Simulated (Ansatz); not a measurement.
# Geometry relaxation of Cu

The run: geometry relaxation of Cu (1 atom in the cell). Method and program: DFT, LDA, PAW with Ansatz's default frozen-core files, scalar-relativistic, no spin polarisation (Ansatz 0.2.0).

The structure was built on a prototype by a generator; it need not be a known phase. It belongs to a series of runs on one base structure; here: cell relaxed at zero pressure. Figures and captions count atoms from 1; the log counts them from 0 in places.

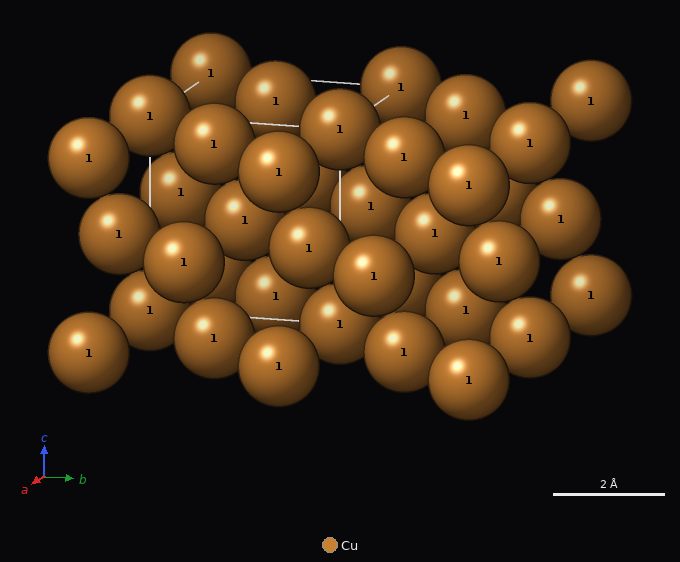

Fig. 1: The input geometry (spheres-only view of the cell 4 times as large as that of the calculation, set on its symmetry axes, repeated 2 × 2 × 1, seen slightly off an axis; atoms are numbered from 1 in the order of the input).

## Results in brief

| quantity | value |
| --- | --- |
| outcome | converged |
| space group (tolerance 0.01 Å) | Fm-3m (225) |
| electrons treated | 19 |
| free energy | −6555.7221 eV |
| Fermi energy | 18.122 eV |
| pressure | 0.02 GPa |
| final volume | 10.89 Å³ |
| largest force (length of the vector) at the end | under 0.001 eV/Å |
| final cell | a = 2.488 Å, b = 2.488 Å, c = 2.488 Å, α = 60.00°, β = 60.00°, γ = 60.00° |
| hardware | 1 thread of Arm Neoverse V2, 24 GiB of memory available, shared host |
| wall time | 9.8 s |
| peak memory | 0.3 GiB |

## The input
```yaml
crystal:
  lattice:
    - [0.0, 1.8074791684, 1.8074791684]
    - [1.8074791684, 0.0, 1.8074791684]
    - [1.8074791684, 1.8074791684, 0.0]
  atoms:
    - { symbol: Cu, position: [0.0, 0.0, 0.0] }
kpoints:
  mp_grid: { grid: [18, 18, 18] }
scf:
  occupations: { method: fermi_dirac, width: 0.05 }
hamiltonian:
  xc: lda
  pseudopotentials: { kind: paw }
output:
  forces: true
  stress: true
relax:
  f_tol: 0.005
  max_steps: 40
  cell: {}
```

Run as:
```bash
ansatz run input.yaml --threads 1 --pin off --max-ram 2048MiB --backend cpu --events-out ev --progress --plain --runs-dir out
```

## The program's output
```
Engine: ansatz 0.2.0, aarch64-unknown-linux-gnu
Pseudopotentials: kind: paw
Pseudopotential: Cu, paw, valence charge 19, recommended cutoff 420 eV (normal), Cu.paw.azcp
Functional definition: SPW92
  exchange = slater_x
  correlation = pw_c
Crystal: 1 atoms, lattice volume = 11.810 Å³
Basis set: ecut = 420 eV, 259 PW (Γ)
Bands: 14, of which v1, the nominal top of the filled ones, is band 10 counted from 1 (9 counted from 0)
Symmetry: 48 space group operations
Space group: Fm-3m (ITA 225), of the structure as read, at distance tolerance 2.3e-5 Å
k-points: 195 of 5832
Non-local potential: Cu, projectors of the file, l = 0: 3, l = 1: 2, l = 2: 3, l = 3: 1
PAW form: soft (Blöchl's): semilocal exchange-correlation on the pseudo side does not see the compensation charge
PAW frozen core: Cu, regenerated for the run's functional, and the local potential with it (the file was generated under x = pbe(κ = 0.804, μ = 0.2195149727645171), c = pbe(β = 0.06672455060314922))
PAW one-centre angular grid: Cu, 590 points (default); XC on 64 Gauss nodes
Initial density: superposition of atomic densities (neutral atoms: chi_scale 0, normalization atom), corrected by the library's trained network
Initial wavefunctions: pseudopotential atomic-orbital guess
Functional: x = slater, c = lda
SCF iter   1: F=—  HF=-6555.690637 eV  |F-HF|=—  |Δ(HF+E_count)|=         —  Δρ=2.30e-2  dr2=2.78e-2  ethr=1.77e-3  ⟨swp⟩=5.6  Hψ=13810  notcnv=0
preconditioner: auto → none  [metal: Δε(μ)=0.033 eV  Ē_g=16.928 eV  σ=0.050 eV  W_gap=0.16  n_scr=0 (ndim 8)  ℏωp=35.8 eV  f_vac=0.000  D(μ)=0.35/eV (n_scr^D=0)]
SCF iter   2: F=—  HF=-6555.683554 eV  |F-HF|=—  |Δ(HF+E_count)|=   7.08e-3  Δρ=1.72e-3  dr2=2.75e-4  ethr=1.46e-4  ⟨swp⟩=2.7  Hψ=5990  notcnv=0  defer=52
SCF iter   3: F=—  HF=-6555.683526 eV  |F-HF|=—  |Δ(HF+E_count)|=   2.78e-5  Δρ=1.36e-3  dr2=5.88e-5  ethr=1.45e-6  ⟨swp⟩=2.2  Hψ=4279  notcnv=0  defer=52
SCF iter   4: F=—  HF=-6555.683560 eV  |F-HF|=—  |Δ(HF+E_count)|=   3.41e-5  Δρ=3.54e-5  dr2=8.25e-8  ethr=3.09e-7  ⟨swp⟩=1.0  Hψ=2719  notcnv=0  defer=52
iter 5 did not close the SCF: its close was put off for the readings that it lacked (scf_convergence_deferred on its scf_iter line)
SCF iter   5: F=-6555.683560 eV  HF=-6555.683560 eV  |F-HF|=2.23e-10  |Δ(HF+E_count)|=   1.33e-7  Δρ=4.91e-6  dr2=1.01e-9  ethr=4.34e-10  ⟨swp⟩=2.1  Hψ=4494  notcnv=0  defer=52
SCF iter   6: F=-6555.683560 eV  HF=-6555.683560 eV  |F-HF|=9.09e-12  |Δ(HF+E_count)|=  4.82e-11  Δρ=7.34e-7  dr2=3.20e-11  ethr=5.31e-12  ⟨swp⟩=1.7  Hψ=7821  notcnv=0
SCF 1 converged in 6 iterations: F = -6555.683560 eV  dr2 = 3.20e-11
  greatest PAW one-centre occupation: 1.000 electrons in one spin orbital (limit 2), on the Cu atom at site 0 (counted from 0), in its partial waves of l = 0
relax step   1: F+E_penalty+E_count = -6555.68356030 eV  Δ(F+E_penalty+E_count) = +0.000e0 eV  max|allowed force component| = 0.000e0 eV/Å  Δτ_max = 0.0000 Å  P = -12.424 GPa  Ω = 11.810 Å³  (6 SCF iters, dr2 threshold 1.00e-7 eV, accepted)
Crystal: 1 atoms, lattice volume = 11.313 Å³
Basis set: ecut = 420 eV, 229 PW (Γ)
Initial density: handed on by an earlier stage of this run
Initial wavefunctions: those handed on with the density
iter 1 solved again at ethr=1.15e-4 eV; its pass at ethr=3.10e-3 eV (dr2=2.19e-2 eV) is discarded
SCF iter   1: F=—  HF=-6555.718493 eV  |F-HF|=—  |Δ(HF+E_count)|=         —  Δρ=1.76e-2  dr2=2.20e-2  ethr=1.15e-4  ⟨swp⟩=1.0  Hψ=18435  notcnv=0
preconditioner: auto → none  [metal: Δε(μ)=0.013 eV  Ē_g=17.455 eV  σ=0.050 eV  W_gap=0.07  n_scr=0 (ndim 8)  ℏωp=36.6 eV  f_vac=0.000  D(μ)=0.37/eV (n_scr^D=0)]
SCF iter   2: F=—  HF=-6555.713831 eV  |F-HF|=—  |Δ(HF+E_count)|=   4.66e-3  Δρ=1.30e-3  dr2=1.08e-4  ethr=1.15e-4  ⟨swp⟩=2.8  Hψ=4525  notcnv=0
SCF iter   3: F=—  HF=-6555.713637 eV  |F-HF|=—  |Δ(HF+E_count)|=   1.94e-4  Δρ=8.75e-4  dr2=7.06e-5  ethr=5.68e-7  ⟨swp⟩=2.0  Hψ=4796  notcnv=0
SCF iter   4: F=—  HF=-6555.713603 eV  |F-HF|=—  |Δ(HF+E_count)|=   3.45e-5  Δρ=1.16e-4  dr2=3.17e-7  ethr=3.71e-7  ⟨swp⟩=2.0  Hψ=3609  notcnv=0
iter 5 did not close the SCF: its close was put off for the readings that it lacked (scf_convergence_deferred on its scf_iter line)
SCF iter   5: F=-6555.713604 eV  HF=-6555.713604 eV  |F-HF|=6.36e-10  |Δ(HF+E_count)|=   1.34e-6  Δρ=5.95e-6  dr2=1.32e-9  ethr=1.67e-9  ⟨swp⟩=2.0  Hψ=4616  notcnv=0
SCF iter   6: F=-6555.713604 eV  HF=-6555.713604 eV  |F-HF|=2.73e-12  |Δ(HF+E_count)|=  6.57e-10  Δρ=3.53e-7  dr2=8.02e-12  ethr=6.94e-12  ⟨swp⟩=2.0  Hψ=7979  notcnv=0
SCF 2 converged in 6 iterations: F = -6555.713604 eV  dr2 = 8.02e-12
relax step   2: F+E_penalty+E_count = -6555.71360402 eV  Δ(F+E_penalty+E_count) = -3.004e-2 eV  max|allowed force component| = 0.000e0 eV/Å  Δτ_max = 0.0000 Å  P = -6.495 GPa  Ω = 11.313 Å³  energy of the carried Pulay correction = +3.097e-4 eV  (6 SCF iters, dr2 threshold 1.00e-7 eV, accepted)
Crystal: 1 atoms, lattice volume = 10.816 Å³
Basis set: ecut = 420 eV, 181 PW (Γ)
iter 1 solved again at ethr=1.19e-4 eV; its pass at ethr=3.10e-3 eV (dr2=2.26e-2 eV) is discarded
SCF iter   1: F=—  HF=-6555.727689 eV  |F-HF|=—  |Δ(HF+E_count)|=         —  Δρ=1.83e-2  dr2=2.27e-2  ethr=1.19e-4  ⟨swp⟩=1.0  Hψ=18449  notcnv=0
preconditioner: auto → none  [metal: Δε(μ)=0.022 eV  Ē_g=18.025 eV  σ=0.050 eV  W_gap=0.11  n_scr=0 (ndim 8)  ℏωp=37.4 eV  f_vac=0.000  D(μ)=0.36/eV (n_scr^D=0)]
SCF iter   2: F=—  HF=-6555.722756 eV  |F-HF|=—  |Δ(HF+E_count)|=   4.93e-3  Δρ=1.41e-3  dr2=9.87e-5  ethr=1.19e-4  ⟨swp⟩=2.7  Hψ=4498  notcnv=0
SCF iter   3: F=—  HF=-6555.722533 eV  |F-HF|=—  |Δ(HF+E_count)|=   2.22e-4  Δρ=9.11e-4  dr2=7.26e-5  ethr=5.20e-7  ⟨swp⟩=2.1  Hψ=4925  notcnv=0
SCF iter   4: F=—  HF=-6555.722512 eV  |F-HF|=—  |Δ(HF+E_count)|=   2.09e-5  Δρ=1.42e-4  dr2=4.53e-7  ethr=3.82e-7  ⟨swp⟩=2.0  Hψ=3694  notcnv=0
iter 5 did not close the SCF: its close was put off for the readings that it lacked (scf_convergence_deferred on its scf_iter line)
SCF iter   5: F=-6555.722514 eV  HF=-6555.722514 eV  |F-HF|=1.83e-9  |Δ(HF+E_count)|=   2.13e-6  Δρ=7.77e-6  dr2=1.81e-9  ethr=2.39e-9  ⟨swp⟩=2.0  Hψ=4609  notcnv=0
SCF iter   6: F=-6555.722514 eV  HF=-6555.722514 eV  |F-HF|=4.55e-12  |Δ(HF+E_count)|=   2.09e-9  Δρ=4.28e-7  dr2=1.20e-11  ethr=9.52e-12  ⟨swp⟩=1.9  Hψ=7960  notcnv=0
SCF 3 converged in 6 iterations: F = -6555.722514 eV  dr2 = 1.20e-11
relax step   3: F+E_penalty+E_count = -6555.72251446 eV  Δ(F+E_penalty+E_count) = -8.910e-3 eV  max|allowed force component| = 0.000e0 eV/Å  Δτ_max = 0.0000 Å  P = +1.327 GPa  Ω = 10.816 Å³  energy of the carried Pulay correction = +6.340e-4 eV  (6 SCF iters, dr2 threshold 1.00e-7 eV, accepted)
Crystal: 1 atoms, lattice volume = 10.897 Å³
iter 1 solved again at ethr=3.48e-6 eV; its pass at ethr=3.10e-3 eV (dr2=6.61e-4 eV) is discarded
SCF iter   1: F=—  HF=-6555.722916 eV  |F-HF|=—  |Δ(HF+E_count)|=         —  Δρ=3.05e-3  dr2=6.43e-4  ethr=3.48e-6  ⟨swp⟩=1.5  Hψ=16285  notcnv=0
preconditioner: auto → none  [metal: Δε(μ)=0.013 eV  Ē_g=18.039 eV  σ=0.050 eV  W_gap=0.06  n_scr=0 (ndim 8)  ℏωp=37.3 eV  f_vac=0.000  D(μ)=0.34/eV (n_scr^D=0)]
SCF iter   2: F=—  HF=-6555.722775 eV  |F-HF|=—  |Δ(HF+E_count)|=   1.40e-4  Δρ=2.52e-4  dr2=2.66e-6  ethr=3.38e-6  ⟨swp⟩=2.2  Hψ=3737  notcnv=0
SCF iter   3: F=—  HF=-6555.722769 eV  |F-HF|=—  |Δ(HF+E_count)|=   6.32e-6  Δρ=1.52e-4  dr2=2.07e-6  ethr=1.40e-8  ⟨swp⟩=2.0  Hψ=4601  notcnv=0
iter 4 did not close the SCF: its close was put off for the readings that it lacked (scf_convergence_deferred on its scf_iter line)
SCF iter   4: F=-6555.722769 eV  HF=-6555.722769 eV  |F-HF|=5.79e-8  |Δ(HF+E_count)|=   5.29e-7  Δρ=2.78e-5  dr2=1.73e-8  ethr=1.09e-8  ⟨swp⟩=2.0  Hψ=3713  notcnv=0
iter 5 did not close the SCF: its close was put off for the readings that it lacked (scf_convergence_deferred on its scf_iter line)
SCF iter   5: F=-6555.722769 eV  HF=-6555.722769 eV  |F-HF|=2.30e-10  |Δ(HF+E_count)|=   7.93e-8  Δρ=1.24e-6  dr2=1.39e-10  ethr=9.08e-11  ⟨swp⟩=2.0  Hψ=4602  notcnv=0
SCF iter   6: F=-6555.722769 eV  HF=-6555.722769 eV  |F-HF|=9.09e-13  |Δ(HF+E_count)|=  7.19e-11  Δρ=1.12e-7  dr2=8.70e-13  ethr=1.00e-12  ⟨swp⟩=1.1  Hψ=7910  notcnv=0
SCF 4 converged in 6 iterations: F = -6555.722769 eV  dr2 = 8.70e-13
relax step   4: F+E_penalty+E_count = -6555.72276863 eV  Δ(F+E_penalty+E_count) = -2.542e-4 eV  max|allowed force component| = 0.000e0 eV/Å  Δτ_max = 0.0000 Å  P = -0.102 GPa  Ω = 10.897 Å³  energy of the carried Pulay correction = +5.800e-4 eV  (6 SCF iters, dr2 threshold 1.00e-7 eV, accepted)
Crystal: 1 atoms, lattice volume = 10.891 Å³
iter 1 solved again at ethr=1.79e-8 eV; its pass at ethr=3.10e-3 eV (dr2=3.39e-6 eV) is discarded
SCF iter   1: F=—  HF=-6555.722775 eV  |F-HF|=—  |Δ(HF+E_count)|=         —  Δρ=2.19e-4  dr2=3.31e-6  ethr=1.79e-8  ⟨swp⟩=1.5  Hψ=16167  notcnv=0
preconditioner: auto → none  [metal: Δε(μ)=0.049 eV  Ē_g=18.038 eV  σ=0.050 eV  W_gap=0.23  n_scr=0 (ndim 8)  ℏωp=37.3 eV  f_vac=0.000  D(μ)=0.34/eV (n_scr^D=0)]
SCF iter   2: F=—  HF=-6555.722774 eV  |F-HF|=—  |Δ(HF+E_count)|=   7.22e-7  Δρ=1.78e-5  dr2=1.38e-8  ethr=1.74e-8  ⟨swp⟩=2.2  Hψ=3727  notcnv=0
iter 3 did not close the SCF: its close was put off for the readings that it lacked (scf_convergence_deferred on its scf_iter line)
SCF iter   3: F=-6555.722774 eV  HF=-6555.722774 eV  |F-HF|=7.76e-9  |Δ(HF+E_count)|=   3.20e-8  Δρ=1.08e-5  dr2=1.05e-8  ethr=7.29e-11  ⟨swp⟩=2.0  Hψ=4600  notcnv=0
iter 4 did not close the SCF: its close was put off for the readings that it lacked (scf_convergence_deferred on its scf_iter line)
SCF iter   4: F=-6555.722774 eV  HF=-6555.722774 eV  |F-HF|=2.82e-10  |Δ(HF+E_count)|=   2.71e-9  Δρ=1.95e-6  dr2=8.52e-11  ethr=5.51e-11  ⟨swp⟩=2.0  Hψ=3711  notcnv=0
iter 5 did not close the SCF: its close was put off for the readings that it lacked (scf_convergence_deferred on its scf_iter line)
SCF iter   5: F=-6555.722774 eV  HF=-6555.722774 eV  |F-HF|=1.82e-12  |Δ(HF+E_count)|=  3.91e-10  Δρ=7.62e-8  dr2=4.98e-13  ethr=1.00e-12  ⟨swp⟩=2.0  Hψ=4434  notcnv=0
SCF iter   6: F=-6555.722774 eV  HF=-6555.722774 eV  |F-HF|=9.09e-13  |Δ(HF+E_count)|=    0.00e0  Δρ=7.53e-9  dr2=3.54e-15  ethr=1.00e-12  ⟨swp⟩=1.0  Hψ=6254  notcnv=0
SCF 5 converged in 6 iterations: F = -6555.722774 eV  dr2 = 3.54e-15
relax step   5: F+E_penalty+E_count = -6555.72277440 eV  Δ(F+E_penalty+E_count) = -5.776e-6 eV  max|allowed force component| = 0.000e0 eV/Å  Δτ_max = 0.0000 Å  P = -0.001 GPa  Ω = 10.891 Å³  energy of the carried Pulay correction = +5.839e-4 eV  (6 SCF iters, dr2 threshold 2.61e-8 eV, accepted)
Initial wavefunctions: pseudopotential atomic-orbital guess (no wavefunctions were taken with the density)
iter 1 solved again at ethr=3.27e-9 eV; its pass at ethr=3.10e-3 eV (dr2=6.21e-7 eV) is discarded
SCF iter   1: F=—  HF=-6555.722147 eV  |F-HF|=—  |Δ(HF+E_count)|=         —  Δρ=2.12e-4  dr2=5.62e-7  ethr=3.27e-9  ⟨swp⟩=3.2  Hψ=22172  notcnv=0
preconditioner: auto → none  [metal: Δε(μ)=0.050 eV  Ē_g=18.040 eV  σ=0.050 eV  W_gap=0.23  n_scr=0 (ndim 8)  ℏωp=37.3 eV  f_vac=0.000  D(μ)=0.34/eV (n_scr^D=0)]
SCF iter   2: F=—  HF=-6555.722147 eV  |F-HF|=—  |Δ(HF+E_count)|=   3.07e-8  Δρ=9.61e-5  dr2=2.01e-7  ethr=2.96e-9  ⟨swp⟩=2.5  Hψ=4138  notcnv=0
SCF iter   3: F=—  HF=-6555.722147 eV  |F-HF|=—  |Δ(HF+E_count)|=   2.47e-8  Δρ=3.25e-5  dr2=1.60e-8  ethr=1.06e-9  ⟨swp⟩=1.0  Hψ=2742  notcnv=0
SCF iter   4: F=—  HF=-6555.722147 eV  |F-HF|=—  |Δ(HF+E_count)|=  5.55e-11  Δρ=2.33e-6  dr2=8.07e-11  ethr=8.41e-11  ⟨swp⟩=2.8  Hψ=4313  notcnv=0
iter 5 did not close the SCF: its close was put off for the readings that it lacked (scf_convergence_deferred on its scf_iter line)
SCF iter   5: F=-6555.722147 eV  HF=-6555.722147 eV  |F-HF|=2.73e-12  |Δ(HF+E_count)|=  4.73e-11  Δρ=7.44e-8  dr2=4.16e-13  ethr=1.00e-12  ⟨swp⟩=1.1  Hψ=2741  notcnv=0
SCF iter   6: F=-6555.722147 eV  HF=-6555.722147 eV  |F-HF|=9.09e-13  |Δ(HF+E_count)|=  9.09e-13  Δρ=4.93e-9  dr2=6.48e-16  ethr=1.00e-12  ⟨swp⟩=3.1  Hψ=9829  notcnv=0
SCF 6 converged in 6 iterations: F = -6555.722147 eV  dr2 = 6.48e-16
relax step   6: F+E_penalty+E_count = -6555.72214664 eV  Δ(F+E_penalty+E_count) = +6.278e-4 eV  max|allowed force component| = 0.000e0 eV/Å  Δτ_max = 0.0000 Å  P = +0.017 GPa  Ω = 10.891 Å³  stress off target by 1.69e-2 GPa  SCF on the basis re-selected at this cell (its energy is not comparable with the rows above)  (6 SCF iters)
```

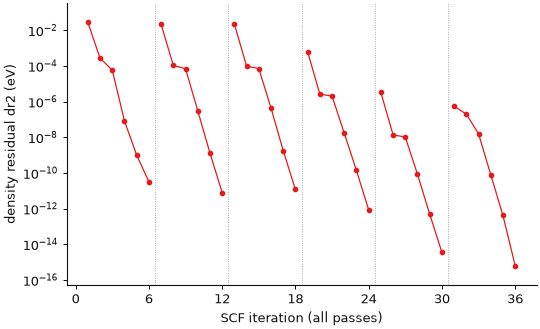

Fig. 2: Convergence of the self-consistent field: density residual dr2 against the SCF iteration. The dotted lines part the SCF passes of the relaxation: geometry steps, rejected trials and re-solves on a re-selected basis. The 6 passes take 6 iterations each, 36 in all.

```
basis re-selected at this cell: Δ(F+E_penalty+E_count) = +6.278e-4 eV, ΔP = +0.018 GPa vs the last step (what re-selecting the basis moved, of the pressure what is left beyond the Pulay correction that the steps carried, after the strain that the cell walked since its last selection, with what the two solves' SCF thresholds leave and, on support functions, any second-order correction that the steps lacked; it is no measure of the basis error at this ecutwfc). This SCF's stress stands 1.69e-2 GPa from its target on what of the cell is left free (relax.cell.stress_tol is 5.00e-2 GPa) and its largest allowed force component is 0.00e0 eV/Å (relax.f_tol is 5.00e-3 eV/Å): within both
SCF converged after 6 iterations
Free energy (F): -6555.722147 eV
Harris-Foulkes:  -6555.722147 eV  (|F-HF|=9.09e-13)
Internal energy: -6555.719352 eV  (E = F + TS)
E sigma→0 (E₀):  -6555.720749 eV
Entropy (-TS):   -0.002795 eV (-2.795 meV/atom)
Fermi energy:    18.121503 eV
--- Per-component energies (eV) ---
  E_band       = -333.853636
  E_kinetic    = 301.594127
  E_local      = -3902.473655  (includes V_loc(G=0)·N_el)
  E_nonlocal   = 393.383753
  E_hartree    = 1720.286115
  E_xc         = -89.914348
  E_vxc        = -116.625963  (∫ρ·V_xc dr)
  E_paw        = -1592.329610  (= ΣΔE_a)
  E_vpaw       = -450.304399  (= ΣTr[D̂ρ^β])
  E_aug_tail   = 0.000271  (compensation charges beyond the density's cutoff)
  E_ewald      = -3386.715663
  E_core_change = 0.449660  (= ΣΔE_core)
  E_smearing   = -0.002795  (= −TS)
  E_closure    = 0.000000  (closes the sum)
  Σ components = -6555.722147   (vs F -6555.722147, Δ=0.00e0)
--- Forces (eV/Å), atoms counted from 1 ---
  atom   1  Cu    -0.00000000     0.00000000    -0.00000000
  max |Σ_I F_I| component: 6.57e-32 eV/Å
--- Stress (GPa, compression-positive) ---
        0.016932       0.000000       0.000000
        0.000000       0.016932      -0.000000
        0.000000      -0.000000       0.016932
  P = ⅓ Tr σ = 0.0169 GPa (0.169 kbar)
--- Relaxed structure (5 steps of the walk, 5 accepted, 1 SCFs on fresh bases) ---
  F+E_penalty+E_count = -6555.72214664 eV   max|allowed force component| = 0.000e0 eV/Å   (the final SCF, on the basis selected at the relaxed cell)
  cell:  # Å, volume = 10.8910 Å³
    - [2.6273012044617887e-34, 1.7593269257993014, 1.7593269257993014]
    - [1.7593269257993014, 5.127218108101187e-34, 1.7593269257993014]
    - [1.7593269257993014, 1.7593269257993014, 5.206833296115182e-34]
  atoms:
    - { symbol: Cu, position: [0.0, 0.0, 0.0] }
```

## Trajectory as extended XYZ (Å, eV, eV/Å), 6 frames, from step=1 to step=6
```
1
Lattice="0.0000 1.8075 1.8075 1.8075 0.0000 1.8075 1.8075 1.8075 0.0000" Properties=species:S:1:pos:R:3:forces:R:3 step=1 energy=-6555.68356 pressure_GPa=-12.42
Cu    0.0000    0.0000    0.0000    0.0000   0.0000   0.0000
1
Lattice="0.0000 1.7818 1.7818 1.7818 0.0000 1.7818 1.7818 1.7818 0.0000" Properties=species:S:1:pos:R:3:forces:R:3 step=2 energy=-6555.71360 pressure_GPa=-6.49
Cu    0.0000    0.0000    0.0000    0.0000   0.0000   0.0000
1
Lattice="0.0000 1.7553 1.7553 1.7553 0.0000 1.7553 1.7553 1.7553 0.0000" Properties=species:S:1:pos:R:3:forces:R:3 step=3 energy=-6555.72251 pressure_GPa=1.33
Cu    0.0000    0.0000    0.0000    0.0000   0.0000   0.0000
1
Lattice="0.0000 1.7596 1.7596 1.7596 0.0000 1.7596 1.7596 1.7596 0.0000" Properties=species:S:1:pos:R:3:forces:R:3 step=4 energy=-6555.72277 pressure_GPa=-0.10
Cu    0.0000    0.0000    0.0000    0.0000   0.0000   0.0000
1
Lattice="0.0000 1.7593 1.7593 1.7593 0.0000 1.7593 1.7593 1.7593 0.0000" Properties=species:S:1:pos:R:3:forces:R:3 step=5 energy=-6555.72277 pressure_GPa=-0.00
Cu    0.0000    0.0000    0.0000    0.0000   0.0000   0.0000
1
Lattice="0.0000 1.7593 1.7593 1.7593 0.0000 1.7593 1.7593 1.7593 0.0000" Properties=species:S:1:pos:R:3:forces:R:3 step=6 energy=-6555.72215 pressure_GPa=0.02
Cu    0.0000    0.0000    0.0000    0.0000   0.0000   0.0000
```
